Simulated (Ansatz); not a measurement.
## GaN: one change and its effect

System: GaN (2 atoms in the cell).
Method of the first run: DFT, PBE, all-electron PAW with datasets made for the crystal, scalar-relativistic, no spin polarisation (Ansatz 0.2.0).

Its volume is 0.55 times that of the source entry. Text and figures count atoms from 1; the logs count them from 0 in places.

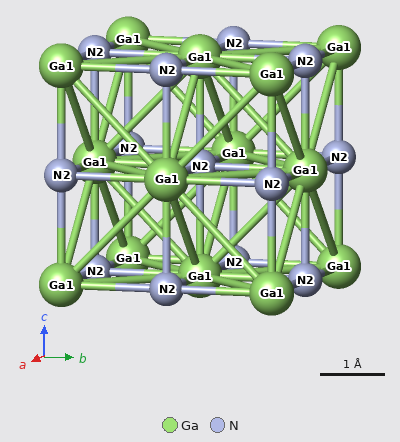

Figure 1. The input geometry (ball-and-stick view of the cell 4 times as large as that of the calculation, set on its symmetry axes, seen slightly off an axis; atoms are numbered from 1 in the order of the input). Near neighbours in the crystal (not all of them lie inside the picture): Ga has 12 Ga at 2.47 Å and 6 N at 1.75 Å; N has 6 Ga at 1.75 Å.

**Input file, the first run**
```yaml
crystal:
  lattice:
    - [0.0, 1.7486982478, 1.7486982478]
    - [1.7486982478, 0.0, 1.7486982478]
    - [1.7486982478, 1.7486982478, 0.0]
  atoms:
    - { symbol: Ga, position: [0.0, 0.0, 0.0] }
    - { symbol: "N", position: [0.5, 0.5, 0.5] }
kpoints:
  mp_grid: { grid: [15, 15, 15] }
scf:
  occupations: { method: fermi_dirac, width: 0.1 }
hamiltonian:
  xc: pbe
  pseudopotentials: { kind: all_electron, datasets: crystal }
output:
  forces: true
  stress: true
  eigenvalues: true
```

Launched with:
```bash
ansatz run input.yaml --threads 1 --pin off --max-ram 2048MiB --backend cpu --events-out ev --progress --plain --runs-dir out
```

Hardware: 1 thread of Arm Neoverse V1, 24 GiB of memory available, shared host.

**Output, shortened to warnings, some set-up lines, iterations and results (the first run)**
```
Basis set: ecut = 680 eV, 411 PW (Γ), exchange–correlation on 48×48×48 points (8 copies of the dense FFT grid, shifted against one another)
Symmetry: 48 space group operations
k-points: 120 of 3375
Initial density: superposition of atomic densities (neutral atoms: chi_scale 0, normalization atom)
[...]
SCF iter   1: F=—  HF=-54385.337645 eV  |F-HF|=—  |Δ(HF+E_count)|=         —  Δρ=3.16e-1  dr2=8.48e0  ethr=4.51e-2  ⟨swp⟩=2.0  Hψ=7789  notcnv=0
SCF iter   2: F=—  HF=-54382.432070 eV  |F-HF|=—  |Δ(HF+E_count)|=    2.91e0  Δρ=6.36e-2  dr2=1.32e-1  ethr=7.14e-4  ⟨swp⟩=2.1  Hψ=6798  notcnv=0
SCF iter   3: F=—  HF=-54382.391230 eV  |F-HF|=—  |Δ(HF+E_count)|=   4.08e-2  Δρ=2.19e-2  dr2=2.63e-2  ethr=7.14e-4  ⟨swp⟩=3.0  Hψ=4235  notcnv=0
SCF iter   4: F=—  HF=-54382.404108 eV  |F-HF|=—  |Δ(HF+E_count)|=   1.29e-2  Δρ=1.22e-2  dr2=6.55e-3  ethr=1.46e-4  ⟨swp⟩=3.0  Hψ=4137  notcnv=0
SCF iter   5: F=—  HF=-54382.399288 eV  |F-HF|=—  |Δ(HF+E_count)|=   4.82e-3  Δρ=1.70e-3  dr2=1.06e-4  ethr=3.64e-5  ⟨swp⟩=3.0  Hψ=4101  notcnv=0
SCF iter   6: F=—  HF=-54382.399835 eV  |F-HF|=—  |Δ(HF+E_count)|=   5.47e-4  Δρ=2.58e-4  dr2=9.86e-7  ethr=5.86e-7  ⟨swp⟩=3.0  Hψ=3727  notcnv=0
SCF iter   7: F=—  HF=-54382.399836 eV  |F-HF|=—  |Δ(HF+E_count)|=   8.07e-7  Δρ=5.59e-5  dr2=3.37e-8  ethr=5.48e-9  ⟨swp⟩=3.0  Hψ=3134  notcnv=0
SCF iter   8: F=-54382.399836 eV  HF=-54382.399836 eV  |F-HF|=1.75e-10  |Δ(HF+E_count)|=   2.55e-7  Δρ=7.43e-7  dr2=1.31e-11  ethr=1.87e-10  ⟨swp⟩=3.0  Hψ=3148  notcnv=0
SCF 1 converged in 8 iterations: F = -54382.399836 eV  dr2 = 1.31e-11
  Residual-converged pass: ⟨swp⟩=3.0  Hψ=2837  notcnv=0  max |occ|·‖R‖ = 5.3e-6 eV (tolerance 5.3e-6 eV)  dr2=1.20e-11  dr2_onsite=5.22e-10  max |Δocc| = 1.5e-16
SCF converged after 8 iterations
Free energy (F): -54382.399836 eV
Harris-Foulkes:  -54382.399836 eV  (|F-HF|=1.75e-10)
Internal energy: -54382.399836 eV  (E = F + TS)
E sigma→0 (E₀):  -54382.399836 eV
Past the cutoff: the bands carry plane waves up to 1.75 times it, of which those up to 1.5 times it add -0.000121 eV an atom, each by itself; the spheres take 0.000063 eV an atom off the energy for waves past 1.75 times it
By the cutoff:   a pressure is off by up to 0.008 GPa (1.2 times the spheres' own share and the shells' term, over an atom's volume, and 0.004 GPa: a bound that held against runs at twice the plane waves)
Past the cutoffs: a stress includes 0.0075 GPa for waves and charges beyond them, in addition to the slope of what the spheres take
In the spheres:  the bands' charges fall short by 1.8e-6 e at most (sound up to 1e-3), those of shells solved beside the bands by 3.0e-8 e (sound up to 5e-4)
Fermi energy:    33.240956 eV
--- Per-component energies (eV) ---
  E_band       = 323.546616
  E_kinetic    = 413.476107
  E_local      = -3518.118935  (includes V_loc(G=0)·N_el)
  E_nonlocal   = 57.585817
  E_hartree    = 1808.056777
  E_xc         = -153.501221
  E_vxc        = -183.193427  (∫ρ·V_xc dr)
  E_paw        = -56443.390953  (= ΣΔE_a)
  E_vpaw       = -8385.255720  (= ΣTr[D̂ρ^β])
  E_ewald      = -4869.446768
  E_smearing   = -0.000000  (= −TS)
  E_closure    = 8322.939340  (closes the sum)
  Σ components = -54382.399836   (vs F -54382.399836, Δ=0.00e0)
  The terms above E_closure are by the made datasets' own strengths, without shells solved beside the bands.
--- Forces (eV/Å), atoms counted from 1 ---
  atom   1  Ga    -0.00000000     0.00000000    -0.00000000
  atom   2  N      0.00000000    -0.00000000    -0.00000000
  max |Σ_I F_I| component: 8.87e-30 eV/Å
--- Stress (GPa, compression-positive) ---
      468.621331      -0.000000      -0.000000
       -0.000000     468.621331       0.000000
       -0.000000       0.000000     468.621331
  P = ⅓ Tr σ = 468.6213 GPa (4686.213 kbar)
  It holds what live shells' own plane waves past their cutoff add
```

The input of the second run differs as follows (lines with − go, lines with + come):
```diff
-  pseudopotentials: { kind: all_electron, datasets: crystal }
+  pseudopotentials: { kind: nc }
```

What does this change do to the results?

The total energies belong to different models, so their difference says nothing on which is more stable or more accurate. The pressure goes from 468.62 to 469.70 GPa. The SCF takes 7 iterations against 8. The plane waves at Γ go from 411 to 1067. On the same kind of shared host the second run took about 0.32 times as long. The two runs start from different initial densities, which also moves the count.

**Output, shortened to warnings, some set-up lines, iterations and results (the second run)**
```
Basis set: ecut = 1240 eV, 1067 PW (Γ), exchange–correlation on 60×60×60 points (8 copies of the dense FFT grid, shifted against one another)
Symmetry: 48 space group operations
k-points: 120 of 3375
Initial density: superposition of atomic densities (chi_scale 0.1, normalization cell, long waves kept (reshape's long-wave potential 0.00 eV rms))
[...]
SCF iter   1: F=—  HF=-2369.513325 eV  |F-HF|=—  |Δ(HF+E_count)|=         —  Δρ=2.42e-1  dr2=4.64e0  ethr=3.10e-3  ⟨swp⟩=6.0  Hψ=9739  notcnv=0
SCF iter   2: F=—  HF=-2367.859353 eV  |F-HF|=—  |Δ(HF+E_count)|=    1.65e0  Δρ=5.49e-2  dr2=9.46e-2  ethr=3.10e-3  ⟨swp⟩=3.1  Hψ=4564  notcnv=0
SCF iter   3: F=—  HF=-2367.839949 eV  |F-HF|=—  |Δ(HF+E_count)|=   1.94e-2  Δρ=2.20e-2  dr2=1.40e-2  ethr=5.26e-4  ⟨swp⟩=2.2  Hψ=2869  notcnv=0
SCF iter   4: F=—  HF=-2367.840907 eV  |F-HF|=—  |Δ(HF+E_count)|=   9.57e-4  Δρ=4.56e-3  dr2=5.92e-4  ethr=7.79e-5  ⟨swp⟩=1.0  Hψ=1608  notcnv=0
SCF iter   5: F=—  HF=-2367.840956 eV  |F-HF|=—  |Δ(HF+E_count)|=   4.91e-5  Δρ=2.92e-4  dr2=2.07e-6  ethr=3.29e-6  ⟨swp⟩=2.1  Hψ=2524  notcnv=0
SCF iter   6: F=—  HF=-2367.840956 eV  |F-HF|=—  |Δ(HF+E_count)|=   6.30e-7  Δρ=5.01e-5  dr2=7.70e-8  ethr=5.56e-10  ⟨swp⟩=8.2  Hψ=9325  notcnv=0
SCF iter   7: F=-2367.840956 eV  HF=-2367.840956 eV  |F-HF|=1.27e-11  |Δ(HF+E_count)|=   9.93e-9  Δρ=3.70e-6  dr2=3.42e-10  ethr=4.28e-10  ⟨swp⟩=2.5  Hψ=5894  notcnv=0
SCF 1 converged in 7 iterations: F = -2367.840956 eV  dr2 = 3.42e-10
SCF converged after 7 iterations
Free energy (F): -2367.840956 eV
Harris-Foulkes:  -2367.840956 eV  (|F-HF|=1.27e-11)
Internal energy: -2367.840956 eV  (E = F + TS)
E sigma→0 (E₀):  -2367.840956 eV
Fermi energy:    31.486052 eV
--- Per-component energies (eV) ---
  E_band       = 289.096300
  E_kinetic    = 1981.240058
  E_local      = -1023.817504  (includes V_loc(G=0)·N_el)
  E_nonlocal   = -852.435622
  E_hartree    = 334.983800
  E_xc         = -685.106254
  E_vxc        = -485.858173  (∫ρ·V_xc dr)
  E_ewald      = -2122.705434
  E_smearing   = -0.000000  (= −TS)
  E_closure    = 0.000000  (closes the sum)
  Σ components = -2367.840956   (vs F -2367.840956, Δ=0.00e0)
--- Forces (eV/Å), atoms counted from 1 ---
  atom   1  Ga    -0.00000000     0.00000000     0.00000000
  atom   2  N      0.00000000    -0.00000000    -0.00000000
  max |Σ_I F_I| component: 6.44e-30 eV/Å
--- Stress (GPa, compression-positive) ---
      469.695547       0.000000       0.000000
        0.000000     469.695547       0.000000
       -0.000000      -0.000000     469.695547
  P = ⅓ Tr σ = 469.6955 GPa (4696.955 kbar)
```

**The two runs side by side**

| quantity | the first run | the second run |
| --- | --- | --- |
| outcome | converged | converged |
| free energy per atom (eV) | −27191.1999 | −1183.9205 |
| gap on the mesh (eV) | 5.27 | 5.29 |
| pressure (GPa) | 468.62 | 469.70 |
| largest force (eV/Å) | 0.000 | 0.000 |
| SCF iterations | 8 | 7 |
| irreducible k-points | 120 | 120 |
| plane waves at Γ | 411 | 1067 |
| wall time (shared host) | 15 s | 4.9 s |

For the first run: The cell is under a pressure of 469 GPa at this level, so it is not at its equilibrium volume. For the second run: The cell is under a pressure of 470 GPa at this level, so it is not at its equilibrium volume.
